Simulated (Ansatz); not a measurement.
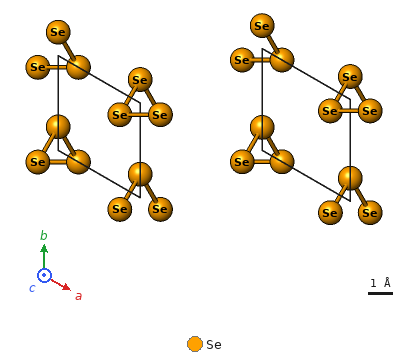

Two geometries of crystalline Se (set up in P3_121), drawn at one scale. One is the start of a relaxation, the other its converged end. The picture is a ball-and-stick view of the cell of the calculation, seen along the c axis.

All numbers below come from Ansatz 0.2.0, Kohn-Sham DFT of a periodic cell, PBE with D3(BJ), Ansatz PAW. Set-up: plane-wave cutoff 420 eV; k-point mesh 7 × 7 × 6; occupations fermi-dirac; smearing width 0.05 eV; no spin polarisation; cell and atoms relaxed; force threshold 0.01 eV/Å; at most 40 steps.

> Which one is relaxed?

The left one is the relaxed one. The run lets cell and atoms move. The largest moves relative to the cell, 0.090 Å, are those of Se atoms. The volume changes by −10.3 %, with a = b 4.366 → 4.063 Å (−6.9 %), c 4.954 → 5.132 Å (+3.6 %). Among the contacts that change: Se–Se 2.373 → 2.442 Å. The space group stays P3_121 (No. 152). The energy falls by 24.4 meV per atom in 4 accepted moves (5 points after the start). The largest force component goes from 0.42 to 0.0059 eV/Å. The pressure goes from 0.73 to 0.00 GPa. The SCF was repeated once at an unchanged geometry on a basis and grid sized afresh for the cell, which shifted the energy by 0.2 meV per atom at most. Cost: 25 s on 2 threads of Arm Neoverse V2, on a shared host, peak memory 0.36 GiB.
